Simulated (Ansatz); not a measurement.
# Al(100) film, 5 layers, cover N: surface scattering, part 2 of 2

Aim: how much of the in-plane current does the surface defect in Al(100) film, 5 layers, cover N reflect?

Ansatz 0.2.0; Ansatz plane-wave DFT, PBE, PAW files; relaxation of the atoms about the surface defect; PAW set soft_1 (the session's first sound run).

So far: Set-up; Relaxing about the defect.

**2. Relaxing about the defect (continued)**

Relaxation path:

| step | energy less that of the first step (eV) | largest force component (eV/Å) |
| --- | --- | --- |
| 1 | 0.0000 | 3.7807 |
| 2 | -2.9802 | 2.2532 |
| 3 | -4.1055 | 0.6364 |
| 4 | -4.1934 | 0.3109 |
| 5 | -4.2641 | 0.1980 |
| 6 | -4.2810 | 0.0736 |
| 7 | -4.2828 | 0.0282 |

Forces are held to the 4 operations that the run works with; a distortion that breaks them can't arise in this run.

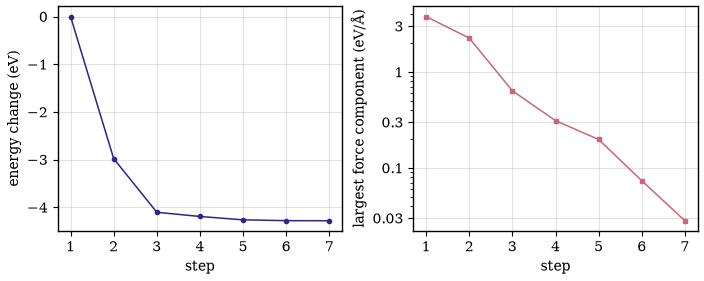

Energy and largest force along the relaxation.

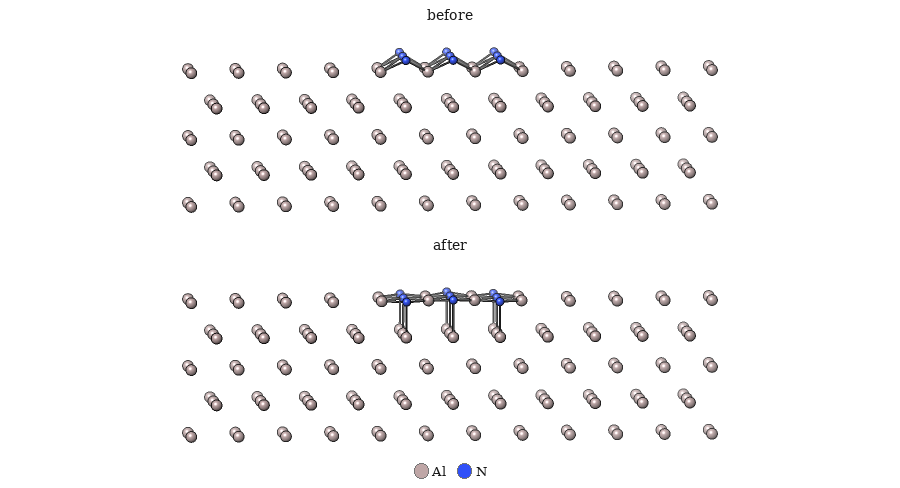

Before and after, at one scale. Drawn is a stretch of 31 Å of the 37 Å that the cell measures along c, seen along the normal of the ac plane.

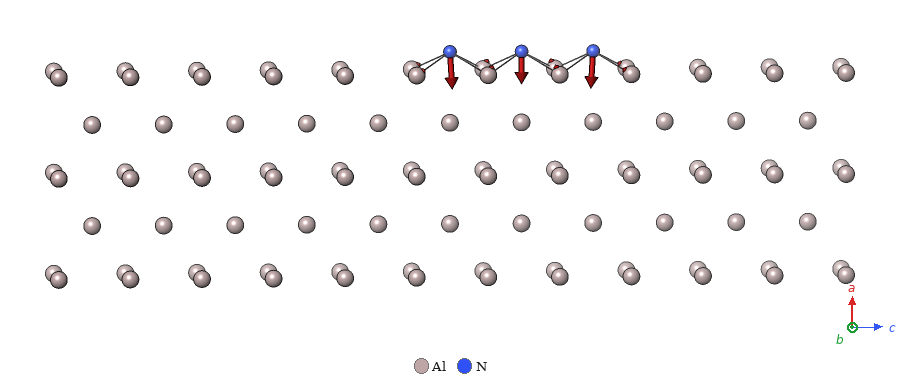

Displacements in the relaxation, exaggerated; the longest in the cell stands for 0.71 Å. Drawn is a stretch of 31 Å of the 37 Å that the cell measures along c and a slice 4 Å thick, seen along the normal of the ac plane.

The atoms that moved most (Å):

| atom | dx | dy | dz | length |
| --- | --- | --- | --- | --- |
| N66 | -0.704 | 0.000 | 0.044 | 0.705 |
| N68 | -0.704 | 0.000 | -0.044 | 0.705 |
| N67 | -0.598 | 0.000 | 0.000 | 0.598 |
| Al40 | 0.077 | 0.000 | -0.036 | 0.084 |
| Al35 | 0.077 | 0.000 | 0.036 | 0.084 |
| Al45 | 0.044 | 0.000 | -0.063 | 0.077 |
| Al30 | 0.044 | 0.000 | 0.063 | 0.077 |
| Al39 | -0.016 | 0.000 | -0.025 | 0.030 |

Numbers from this step:

```
free energy             : -36081.1465 eV
energy at zero smearing : -36080.6692 eV
Fermi energy            : 1.786 eV
```

The largest force component on a free atom ends at 0.028 eV/Å, under the tolerance of 0.03, after 7 steps.

**3. Transmission along the film**

The film far from the defect is the lead. The first vector holds vacuum and takes one k-point. Energies from -0.05 to 0.05 eV in steps of 0.05 eV are too few for the program's thermal sum, so it prints no conductance; for a metal the transmission near the Fermi level serves, at a fraction of the cost.

This step: Ansatz plane-wave DFT, PBE, PAW files; ballistic transport by layer matching (Landauer), zero bias; PAW set soft_1 (Ansatz 0.2.0).

Input file input.yaml:

```yaml
crystal:
  lattice:
    - [21.119925, 0.0, 0.0]
    - [0.0, 2.862347037, 0.0]
    - [0.0, 0.0, 37.2105114815]
  atoms:
    - { symbol: Al, position: [0.2130689385, 0.0, 0.0] }
    - { symbol: Al, position: [0.3089019019, 0.5, 0.0384615385] }
    - { symbol: Al, position: [0.4047348653, 0.0, 0.0] }
    - { symbol: Al, position: [0.5005678287, 0.5, 0.0384615385] }
    - { symbol: Al, position: [0.5964007921, 0.0, 0.0] }
    - { symbol: Al, position: [0.2130689385, 0.0, 0.0769230769] }
    - { symbol: Al, position: [0.3089019019, 0.5, 0.1153846154] }
    - { symbol: Al, position: [0.4047348653, 0.0, 0.0769230769] }
    - { symbol: Al, position: [0.5005678287, 0.5, 0.1153846154] }
    - { symbol: Al, position: [0.5964007921, 0.0, 0.0769230769] }
    - { symbol: Al, position: [0.2130689385, 0.0, 0.1538461538] }
    - { symbol: Al, position: [0.3089019019, 0.5, 0.1923076923] }
    - { symbol: Al, position: [0.4047348653, 0.0, 0.1538461538] }
    - { symbol: Al, position: [0.5005678287, 0.5, 0.1923076923] }
    - { symbol: Al, position: [0.5964007921, 0.0, 0.1538461538] }
    - { symbol: Al, position: [0.2130689385, 0.0, 0.2307692308] }
    - { symbol: Al, position: [0.3089019019, 0.5, 0.2692307692] }
    - { symbol: Al, position: [0.4047348653, 0.0, 0.2307692308] }
    - { symbol: Al, position: [0.5005678287, 0.5, 0.2692307692] }
    - { symbol: Al, position: [0.5964007921, 0.0, 0.2307692308] }
    - { symbol: Al, position: [0.2130689385, 0.0, 0.3076923077] }
    - { symbol: Al, position: [0.3089019019, 0.5, 0.3461538462] }
    - { symbol: Al, position: [0.4047348653, 0.0, 0.3076923077] }
    - { symbol: Al, position: [0.4996790311, 0.5, 0.3462715009] }
    - { symbol: Al, position: [0.5964007921, 0.0, 0.3076923077] }
    - { symbol: Al, position: [0.2130689385, 0.0, 0.3846153846] }
    - { symbol: Al, position: [0.3089019019, 0.5, 0.4230769231] }
    - { symbol: Al, position: [0.4047348653, 0.0, 0.3846153846] }
    - { symbol: Al, position: [0.4998130808, 0.5, 0.423750159] }
    - { symbol: Al, position: [0.5984826298, 0.0, 0.3863172663] }
    - { symbol: Al, position: [0.2130689385, 0.0, 0.4615384615] }
    - { symbol: Al, position: [0.3089019019, 0.5, 0.5] }
    - { symbol: Al, position: [0.4047348653, 0.0, 0.4615384615] }
    - { symbol: Al, position: [0.4999933832, 0.5, 0.5] }
    - { symbol: Al, position: [0.6000269778, 0.0, 0.4624949222] }
    - { symbol: Al, position: [0.2130689385, 0.0, 0.5384615385] }
    - { symbol: Al, position: [0.3089019019, 0.5, 0.5769230769] }
    - { symbol: Al, position: [0.4047348653, 0.0, 0.5384615385] }
    - { symbol: Al, position: [0.4998130808, 0.5, 0.576249841] }
    - { symbol: Al, position: [0.6000269778, 0.0, 0.5375050778] }
    - { symbol: Al, position: [0.2130689385, 0.0, 0.6153846154] }
    - { symbol: Al, position: [0.3089019019, 0.5, 0.6538461538] }
    - { symbol: Al, position: [0.4047348653, 0.0, 0.6153846154] }
    - { symbol: Al, position: [0.4996790311, 0.5, 0.6537284991] }
    - { symbol: Al, position: [0.5984826298, 0.0, 0.6136827337] }
    - { symbol: Al, position: [0.2130689385, 0.0, 0.6923076923] }
    - { symbol: Al, position: [0.3089019019, 0.5, 0.7307692308] }
    - { symbol: Al, position: [0.4047348653, 0.0, 0.6923076923] }
    - { symbol: Al, position: [0.5005678287, 0.5, 0.7307692308] }
    - { symbol: Al, position: [0.5964007921, 0.0, 0.6923076923] }
    - { symbol: Al, position: [0.2130689385, 0.0, 0.7692307692] }
    - { symbol: Al, position: [0.3089019019, 0.5, 0.8076923077] }
    - { symbol: Al, position: [0.4047348653, 0.0, 0.7692307692] }
    - { symbol: Al, position: [0.5005678287, 0.5, 0.8076923077] }
    - { symbol: Al, position: [0.5964007921, 0.0, 0.7692307692] }
    - { symbol: Al, position: [0.2130689385, 0.0, 0.8461538462] }
    - { symbol: Al, position: [0.3089019019, 0.5, 0.8846153846] }
    - { symbol: Al, position: [0.4047348653, 0.0, 0.8461538462] }
    - { symbol: Al, position: [0.5005678287, 0.5, 0.8846153846] }
    - { symbol: Al, position: [0.5964007921, 0.0, 0.8461538462] }
    - { symbol: Al, position: [0.2130689385, 0.0, 0.9230769231] }
    - { symbol: Al, position: [0.3089019019, 0.5, 0.9615384615] }
    - { symbol: Al, position: [0.4047348653, 0.0, 0.9230769231] }
    - { symbol: Al, position: [0.5005678287, 0.5, 0.9615384615] }
    - { symbol: Al, position: [0.5964007921, 0.0, 0.9230769231] }
    - { symbol: "N", position: [0.6015766836, 0.5, 0.4242481487] }
    - { symbol: "N", position: [0.6065975969, 0.5, 0.5] }
    - { symbol: "N", position: [0.6015766836, 0.5, 0.5757518513] }
kpoints:
  mp_grid: { grid: [1, 11, 1] }
hamiltonian:
  xc: pbe
  pseudopotentials: { kind: paw, azcp: { folder: soft_1 } }
scf:
  occupations: { method: fermi_dirac, width: 0.1 }
output:
  transmission: { leads: [[0, 5]], kmesh: [1, 22], e_range: [-0.05, 0.05], de: 0.05 }
  write_potential: true
  write_density: true
  volumetric_format: npy
  elf: true
```

On the command line:

```sh
ansatz run input.yaml --threads 8 --pin off --max-ram 15360MiB --backend cpu --events-out ev --progress --plain --runs-dir out
```

Numbers of over 12 decimals in the logs are rounded to 6 here.

Output:

```text
[...]
Crystal: 68 atoms, lattice volume = 2249.470 Å³
Basis set: ecut = 420 eV, 43999 PW (Γ)
Bands: 173, of which v1, the nominal top of the filled ones, is band 105 counted from 1 (104 counted from 0)
Symmetry: 4 space group operations
[...]
k-points: 6 of 11
[...]
SCF iter   1: F=—  HF=-36097.960949 eV  |F-HF|=—  |Δ(HF+E_count)|=         —  Δρ=3.55e-2  dr2=1.16e2  ethr=3.10e-3  ⟨swp⟩=7.5  Hψ=5931  notcnv=0  defer=49
[...]
SCF iter   9: F=-36081.376319 eV  HF=-36081.376319 eV  |F-HF|=1.93e-8  |Δ(HF+E_count)|=   6.23e-7  Δρ=1.37e-6  dr2=7.63e-8  ethr=4.76e-11  ⟨swp⟩=52.0  Hψ=8336  notcnv=0
SCF 1 converged in 9 iterations: F = -36081.376319 eV  dr2 = 7.63e-8
[...]
transmission: 60 of 564 steps passed
transmission: 114 of 564 steps passed
[...]
transmission: 564 of 564 steps passed
WARN: The output density's exchange-correlation potential varies sharply where the density is thin. Do not read a vacuum level from v_tot or v_xc, or from such a field of the output density. On a cell that repeats whose density bears no net charge and no dipole along the vacuum's axis use v_es (v_loc + v_h of the components); under efield.dipole_correction with no amplitude use v_es + v_field, which holds any externa [...]
SCF converged after 9 iterations
Free energy (F): -36081.376319 eV
[...]
Internal energy: -36080.472652 eV  (E = F + TS)
E sigma→0 (E₀):  -36080.924486 eV
Entropy (-TS):   -0.903666 eV (-13.289 meV/atom)
Fermi energy:    1.756047 eV
[...]
--- Band table (eV; the first three rows and the last of 6) ---
  k-point 0: bands = [... 101 lower, 1.5332, 1.7412, 1.7632, 1.8212, 1.9072, 2.0996, 2.3561, 2.4212, ... 64 higher]
  k-point 1: bands = [... 101 lower, 1.6703, 1.8760, 1.8975, 1.9485, 2.0322, 2.2310, 2.4904, 2.5468, ... 64 higher]
  k-point 2: bands = [... 101 lower, 2.0622, 2.2681, 2.2875, 2.2896, 2.3628, 2.5498, 2.5688, 2.6364, ... 64 higher]
  k-point 5: bands = [... 101 lower, 1.2883, 1.2911, 1.3632, 1.3997, 1.4391, 1.4743, 1.4754, 1.4822, ... 64 higher]
--- Transmission ---
  basis      : 527 plane waves across, 47 finite elements along
  points     : 12, standing for a mesh of 1 x 22
  energies   : 3 from -0.050000 to 0.050000 eV about the Fermi level, 0.050000 eV apart; the leads are filled to 0.000000 eV, and channels, transmission and decay are at 0.000000 eV
  crystal 0  : Al5, at the sites [0, 5], period 2.8623 Å, over 24.62 Å; its Hamiltonian steps by up to 3.7 meV
    offset         : up to 0.0000 Å between an atom of the period and one for which it stands
    channels       : 5.727273e0 a spin
    conductance    : none, the energies end too early or step too widely for 300 K: set another output.transmission.e_range or a lower de, or, where they end at an eighth of basis.ecutwfc, a higher one
  junction   : crystal 0 to crystal 0, 0.72 to 35.06 Å
    transmission   : 3.195521e0 a spin
[...]
```

Wall time 9.1 min (8 threads of Intel Xeon at 2.70GHz, shared host); peak memory 9.6 GiB.

Numbers from this step:

| Quantity | Value |
| --- | --- |
| free energy | -36081.3763 eV |
| energy at zero smearing | -36080.9245 eV |
| Fermi energy | 1.756 eV |
| cell area | 60.45 Å² |
| transmission per spin nearest the Fermi level | 3.196 |
| open channels per spin nearest the Fermi level | 5.727 |
| step of the lead's potential | 3.7 meV |

Per spin. Transmission, zone mean against energy, zero at the Fermi level:

| energy (eV) | transmission, zone mean |
| --- | --- |
| -0.0500 | 3.31 |
| 0.0000 | 3.20 |
| 0.0500 | 3.02 |

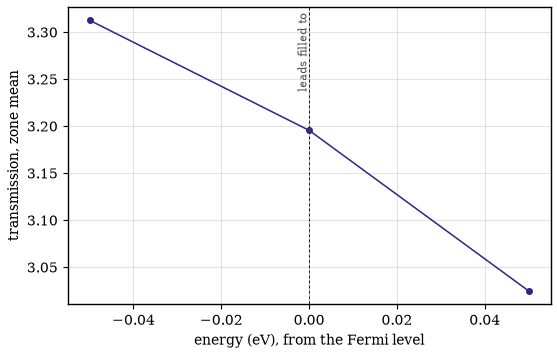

Transmission, zone mean, plotted against energy.

Per spin. Open channels, zone mean, lead against energy, zero at the Fermi level:

```csv
energy (eV),"open channels, zone mean, lead"
-0.0500,5.64
0.0000,5.73
0.0500,5.36
```

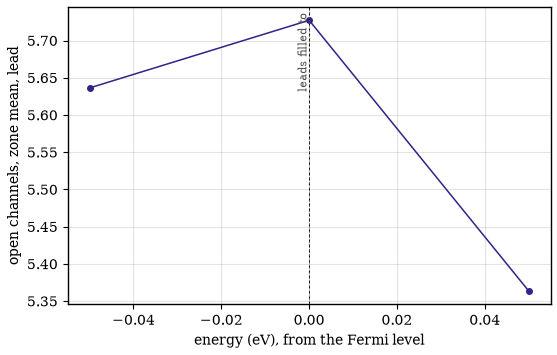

Open channels, zone mean, lead against energy.

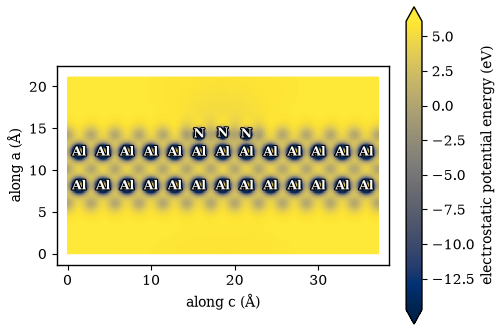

Electrostatic potential energy in the ca plane at fractional y = 0.500, with atoms of Al and N within 0.2 Å of it. With pseudopotentials it is smooth inside the atoms' cores, unlike the true potential. The map starts off the cell's origin, so that atoms lie inside it.

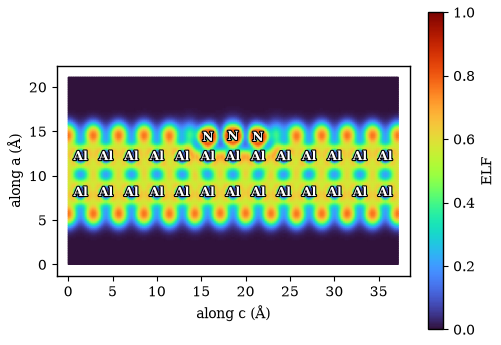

ELF in the ca plane at fractional y = 0.500, with atoms of Al and N within 0.2 Å of it. It is the smooth field of the valence electrons, not physical close to the nuclei. The map starts off the cell's origin, so that atoms lie inside it.

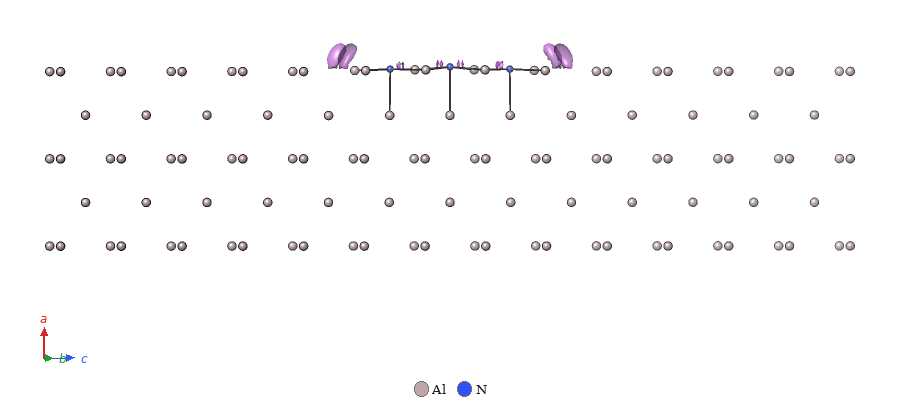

Surface of ELF = 0.85.

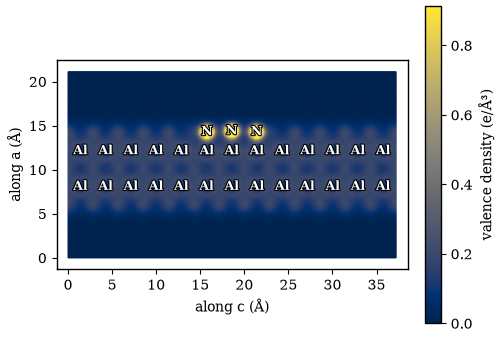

Valence density in the ca plane at fractional y = 0.500, with atoms of Al and N within 0.2 Å of it. It is the smooth field of the valence electrons, not physical close to the nuclei. The map starts off the cell's origin, so that atoms lie inside it.

Over the solved energies the transmission per spin lies between 3.02 and 3.31, out of 5.58 channels of the lead on average (up to 5.73).

**4. Share that passes**

This step: Ansatz plane-wave DFT, PBE, PAW files; ballistic transport by layer matching (Landauer), zero bias; share of the film's channels that pass the defect (the area holds the vacuum); PAW set soft_1 (Ansatz 0.2.0).

This step gave:

```yaml
t_over_the_leads_mean_channel_count: 0.5699
```

Averaged over the energies near the Fermi level, 57.0 % of the channels pass.

**5. Outcome**

```json
{
  "share of the film's channels that pass": "0.570"
}
```

**Reading.** 57 % of the film's channels pass the defect. The film is 5 layers thick, so the defect disturbs a good part of its section. It runs straight across the current without end, so the wavevector along it is kept. Only atoms near the defect are relaxed, while the rest of the face keeps bulk spacings, so part of the reflection may come from that relaxed patch.

[Logs are printed without paths, hosts, clocks, repeated set-up lines and the standing remarks that a program may print on its own settings, such as how far it seeks lower states.]

[Hosts, paths, dates, database ids (printed as entryN), source tags and the programs' standing remarks are cut or masked in the printed files.]
